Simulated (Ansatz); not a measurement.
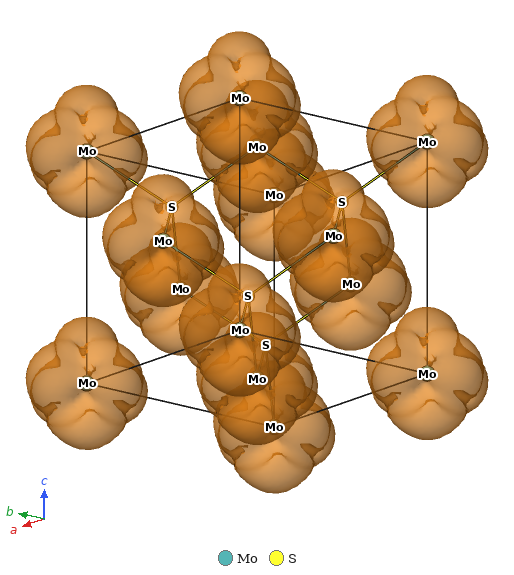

The picture shows: MoS. Isosurface of the spin density (up minus down) at +0.03 e/Å³ (orange), seen at an oblique angle. Sticks mark near contacts.

Space group F-43m; started from the zincblende prototype, which need not be the ambient phase; changed on purpose from its base cell (volume × 1.040); computed pressure about −5 GPa in this cell; spin-polarised.

Computed with Ansatz 0.2.0, DFT r2SCAN, scalar-relativistic, plane waves, PAW.

**Describe the spin distribution.**

The spin density sits on Mo: +0.8 μB (×4) in one cell of 8 atoms: parallel main moments, as they must be, since the calculation's own cell holds one magnetic site. The cell of the calculation (2 atoms) carries 1.2 μB of net spin moment.
